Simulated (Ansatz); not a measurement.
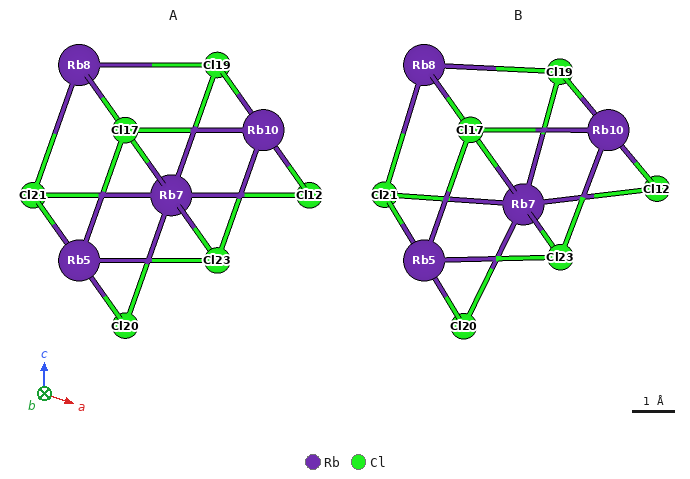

Two geometries of a defect cell of composition Rb$_{11}$Cl$_{12}$, drawn at one scale. One is the start of a relaxation, the other its converged end. Style: ball-and-stick. Shown: the atoms within 4.2 Å of the atom that moves most (axes of the conventional cell (2 times the calculation's cell)), along the b axis. Lengths and directions refer to the drawn axes.

Theory: Ansatz 0.2.0, DFT PBEsol, scalar-relativistic, plane waves, PAW. Settings: plane-wave cutoff 420 eV; k-point mesh 4 × 4 × 2; occupations gaussian; smearing width 0.05 eV; no spin polarisation; atoms relaxed in a fixed cell; force threshold 0.02 eV/Å; at most 50 steps.

**Which one is relaxed?**

Structure B is the relaxed one. Case: Rb vacancy, atoms relaxed. The largest moves, 0.28 Å, are those of Rb atoms. By element the largest moves are Rb 0.28 Å, Cl 0.17 Å. The cell doesn't change. Among the contacts that change: Cl–Rb 3.364 → 3.535 Å, Cl–Rb 3.364 → 3.271 Å, Cl–Rb 3.364 → 3.304 Å, Cl–Rb 3.364 → 3.390 Å. The energy falls by 0.332 eV per cell of the calculation in 2 accepted moves (3 points after the start). The largest force component goes from 0.28 to 0.011 eV/Å. 1 step only repeated the SCF at the same geometry. Cost: 3 min on 4 threads of Arm Neoverse N1, on a shared host, peak memory 2.2 GiB.

Limits of the set-up: the cell has an odd number of electrons but was run without spin polarisation.
